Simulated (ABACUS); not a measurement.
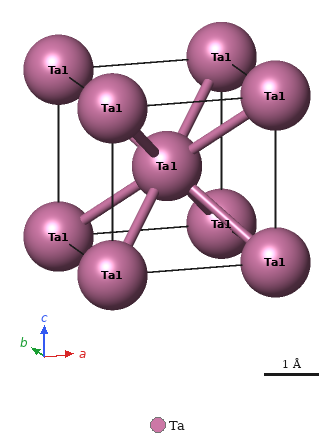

Figure 1. The structure (ball-and-stick view of the cell 2 times as large as that of the calculation, set on its symmetry axes, seen slightly off an axis; atoms are numbered from 1 in the order of the input). An atom can appear more than once, as a periodic image.

Run report: Ta, single-point calculation at one volume of an equation of state (part 1 of 2)

The run: single-point calculation at one volume of an equation of state of Ta (Im-3m, 1 atom in the cell). Method and program: Kohn-Sham DFT of a periodic cell, PBEsol, PseudoDojo NC SR 0.4.1 PBEsol standard, no spin polarisation (ABACUS 3.10.1).

The structure derives from an entry of the Crystallography Open Database. It belongs to a series of runs on one base structure; here: volume scaled by 0.94.

Input
```
INPUT_PARAMETERS
suffix              Ta
calculation         scf
basis_type          pw
pseudo_dir          ./
symmetry            1
dft_functional      pbesol
ecutwfc             58
pseudo_rcut         7
nspin               1
nbands              11
ks_solver           dav
smearing_method     fd
smearing_sigma      0.00367493
scf_thr             1e-08
scf_nmax            100
mixing_type         broyden
mixing_beta         0.7
cal_force           1
cal_stress          1
kpar                4
```

File STRU
```
ATOMIC_SPECIES
Ta 180.9479 Ta.upf

LATTICE_CONSTANT
1.8897261246

LATTICE_VECTORS
-1.6175709496 1.6175709496 1.6175709496
1.6175709496 -1.6175709496 1.6175709496
1.6175709496 1.6175709496 -1.6175709496

ATOMIC_POSITIONS
Direct

Ta
0.0
1
0.0000000000 0.0000000000 0.0000000000 1 1 1
```

File KPT
```
K_POINTS
0
Gamma
11 11 11 0 0 0
```

Launch command:
```bash
OMP_NUM_THREADS=1 mpirun -np 4 abacus > log
```

The program's output
```
ABACUS v3.10.1

               Atomic-orbital Based Ab-initio Computation at UStc

 ------------------------------------------------------------------------------------

 READING GENERAL INFORMATION
                           global_out_dir = OUT.Ta/
                           global_in_card = INPUT
                               pseudo_dir = ./
                              orbital_dir =
                                    DSIZE = 4
                                    GSIZE = 1

 READING UNITCELL INFORMATION
                                    ntype = 1
                  lattice constant (Bohr) = 1.88973
              lattice constant (Angstrom) = 1

 READING ATOM TYPE 1
                               atom label = Ta
                      L=0, number of zeta = 1
                      L=1, number of zeta = 1
                      L=2, number of zeta = 1
             number of atom for this type = 1

                        TOTAL ATOM NUMBER = 1
DIRECT COORDINATES
    atom                   x                   y                   z     mag                  vx                  vy                  vz
taud_Ta1            0.0000000000        0.0000000000        0.0000000000  0.0000        0.0000000000        0.0000000000        0.0000000000

                          Volume (Bohr^3) = 114.247
                             Volume (A^3) = 16.9297

 Lattice vectors: (Cartesian coordinate: in unit of a_0)
             -1.61757            +1.61757            +1.61757
             +1.61757            -1.61757            +1.61757
             +1.61757            +1.61757            -1.61757
 Reciprocal vectors: (Cartesian coordinate: in unit of 2 pi/a_0)
                   +0           +0.309105           +0.309105
            +0.309105                  +0           +0.309105
            +0.309105           +0.309105                  +0
 The esolver type has been set to : ksdft_pw

                PAO radial cut off (Bohr) = 7

 Read in pseudopotential file is Ta.upf
                     pseudopotential type = NC
          exchange-correlation functional = PBESOL
                 nonlocal core correction = 1
                        valence electrons = 13
                                     lmax = 3
                           number of zeta = 4
                     number of projectors = 8
                           L of projector = 0
                           L of projector = 0
                           L of projector = 1
                           L of projector = 1
                           L of projector = 2
                           L of projector = 2
                           L of projector = 3
                           L of projector = 3
     initial pseudo atomic orbital number = 10

 SETUP THE ELECTRONS NUMBER
            electron number of element Ta = 13
      total electron number of element Ta = 13
            AUTOSET number of electrons:  = 13
                           occupied bands = 7
                                   NBANDS = 11
                                   NLOCAL = 9

%%%%%%%%%%%%%%%%%%%%%%%%%%%%%%%%%%%%%%%%%%%%%%%%%%%%%%%%%%%%%%%%%%%%%%%%%%%%%%%%%%%%%%%%%%%%%%%%%%%%%%%%%%
 Warning: the number of valence electrons in pseudopotential > 5 for Ta: [Xe] 4f14 5d3 6s2
 Pseudopotentials with additional electrons can yield (more) accurate outcomes, but may be less efficient.
 If you're confident that your chosen pseudopotential is appropriate, you can safely ignore this warning.
%%%%%%%%%%%%%%%%%%%%%%%%%%%%%%%%%%%%%%%%%%%%%%%%%%%%%%%%%%%%%%%%%%%%%%%%%%%%%%%%%%%%%%%%%%%%%%%%%%%%%%%%%%

 SETUP THE PLANE WAVE BASIS
 energy cutoff for charge/potential (unit:Ry) = 232
            fft grid for charge/potential = [ 25, 25, 25 ]
                        fft grid division = [ 1, 1, 1 ]
        big fft grid for charge/potential = [ 25, 25, 25 ]
                                     nbxx = 15625
                                     nrxx = 15625

 SETUP PLANE WAVES FOR CHARGE/POTENTIAL
                    number of plane waves = 6819
                         number of sticks = 483

 PARALLEL PW FOR CHARGE/POTENTIAL
     PROC   COLUMNS(POT)             PW
        1            483           6819
 --------------- sum -------------------
        1            483           6819
                            number of |g| = 103
                                  max |g| = 20.8291
                                  min |g| = 0

----------- Double Check Mixing Parameters Begin ------------
mixing_type: broyden
mixing_beta: 0.7
mixing_gg0: 1
mixing_gg0_min: 0.1
mixing_ndim: 8
----------- Double Check Mixing Parameters End ------------

 LATTICE VECTORS: (CARTESIAN COORDINATE: IN UNIT OF A0)
             -1.61757            +1.61757            +1.61757
             +1.61757            -1.61757            +1.61757
             +1.61757            +1.61757            -1.61757
                       right hand lattice = 1
                                   NORM_A = 2.80172
                                   NORM_B = 2.80172
                                   NORM_C = 2.80172
                           ALPHA (DEGREE) = 109.471
                           BETA  (DEGREE) = 109.471
                           GAMMA (DEGREE) = 109.471

 The lattice vectors have been changed (STRU_SIMPLE.cif)

(for optimal symmetric configuration:)
                             BRAVAIS TYPE = 2
                     BRAVAIS LATTICE NAME = 02. Cubic I (body-centered)
                                    ibrav = 2
                                    IBRAV = 2
                                  BRAVAIS = BODY CENTERED CUBIC
                       LATTICE CONSTANT A = 3.23514
Original cell was already a primitive cell.
                        ROTATION MATRICES = 48
              PURE POINT GROUP OPERATIONS = 48
                   SPACE GROUP OPERATIONS = 48
                              POINT GROUP = O_h
               POINT GROUP IN SPACE GROUP = O_h

 SETUP K-POINTS
                                    nspin = 1
                   Input type of k points = Monkhorst-Pack(Gamma)
                                   nkstot = 1331
                       right hand lattice = 1
(for reciprocal lattice: )
                             BRAVAIS TYPE = 3
                     BRAVAIS LATTICE NAME = 03. Cubic F (face-centered)
                                    ibrav = 3
                       right hand lattice = 1
(for k-lattice: )
                             BRAVAIS TYPE = 3
                     BRAVAIS LATTICE NAME = 03. Cubic F (face-centered)
                                    ibrav = 3
                       right hand lattice = 1
                        ROTATION MATRICES = 48
                               nkstot_ibz = 56
K-POINTS REDUCTION ACCORDING TO SYMMETRY
     IBZ    DIRECT_X    DIRECT_Y    DIRECT_Z  WEIGHT  ibz2bz
       1  0.00000000  0.00000000  0.00000000  0.0008       0
       2 -0.09090909  0.09090909  0.00000000  0.0090       1
       3 -0.18181818  0.18181818  0.00000000  0.0090       2
       4 -0.27272727  0.27272727  0.00000000  0.0090       3
       5 -0.36363636  0.36363636  0.00000000  0.0090       4
       6 -0.45454545  0.45454545  0.00000000  0.0090       5
       7 -0.18181818  0.09090909  0.09090909  0.0180      12
       8 -0.09090909 -0.18181818  0.27272727  0.0361      13
       9 -0.09090909  0.36363636 -0.27272727  0.0361      14
      10 -0.45454545  0.09090909  0.36363636  0.0361      15
      11  0.45454545  0.45454545  0.09090909  0.0180      16
      12 -0.18181818 -0.18181818  0.36363636  0.0180      24
      13 -0.45454545  0.27272727  0.18181818  0.0361      25
      14  0.45454545  0.36363636  0.18181818  0.0361      26
      15  0.45454545  0.27272727  0.27272727  0.0180      36
      16  0.36363636  0.36363636  0.27272727  0.0180      37
      17 -0.09090909 -0.09090909  0.27272727  0.0060     133
      18 -0.09090909 -0.18181818  0.36363636  0.0180     134
      19 -0.09090909  0.45454545 -0.27272727  0.0180     135
      20  0.45454545  0.36363636  0.09090909  0.0180     136
      21 -0.09090909  0.09090909  0.09090909  0.0045     142
      22 -0.18181818 -0.18181818  0.45454545  0.0180     145
      23  0.45454545  0.27272727  0.18181818  0.0361     146
      24  0.36363636  0.36363636  0.18181818  0.0180     147
      25 -0.18181818  0.09090909  0.18181818  0.0180     152
      26  0.36363636  0.27272727  0.27272727  0.0180     157
      27 -0.27272727  0.27272727  0.09090909  0.0180     162
      28 -0.27272727  0.18181818  0.18181818  0.0180     163
      29 -0.36363636  0.09090909  0.36363636  0.0180     172
      30 -0.36363636  0.27272727  0.18181818  0.0361     173
[... 26 further k points ...]

                               nkstot now = 56
[... K-POINTS DIRECT COORDINATES: 56 rows ...]

           k-point number in this process = 14
       minimum distributed K point number = 14
[... stars of the k points ...]

[... K-POINTS CARTESIAN COORDINATES: 14 rows ...]

[... K-POINTS DIRECT COORDINATES: 14 rows ...]

 SETUP PLANE WAVES FOR WAVE FUNCTIONS
     energy cutoff for wavefunc (unit:Ry) = 58
              fft grid for wave functions = [ 25, 25, 25 ]
                    number of plane waves = 1409
                         number of sticks = 169

 PARALLEL PW FOR WAVE FUNCTIONS
     PROC   COLUMNS(POT)             PW
        1            169           1409
 --------------- sum -------------------
        1            169           1409

 SETUP NONLOCAL PSEUDOPOTENTIALS IN PLANE WAVE BASIS
 Ta non-local projectors:
 projector 1 L=0
 projector 2 L=0
 projector 3 L=1
 projector 4 L=1
 projector 5 L=2
 projector 6 L=2
 projector 7 L=3
 projector 8 L=3
      TOTAL NUMBER OF NONLOCAL PROJECTORS = 32

 Init Non-Local PseudoPotential table :
 Init Non-Local-Pseudopotential done.

                                     npwx = 887

 Make real space PAO into reciprocal space.
       max mesh points in Pseudopotential = 701
     dq(describe PAO in reciprocal space) = 0.01
                                    max q = 918

 number of pseudo atomic orbitals for Ta is 4
WARNING: norm of atomic wavefunction # 3 of atomic type Ta is 0.998532, renormalized
WARNING: norm of atomic wavefunction # 4 of atomic type Ta is 0.995326, renormalized

 -------------------------------------------
 SELF-CONSISTENT
 -------------------------------------------
                                 init_chg = atomic

 PW ALGORITHM --------------- ION=   1  ELEC=   1--------------------------------
 Notice: Threshold on eigenvalues was too large.
 hsover_error=0.13 > DRHO=0.0235212
 Origin diag ethr = 0.01
 New diag ethr = 0.000180932

 Density error is 0.0244430739941
                          Error Threshold = 0.000180931969305
----------------------------------------------------------
     Energy           Rydberg                 eV
```
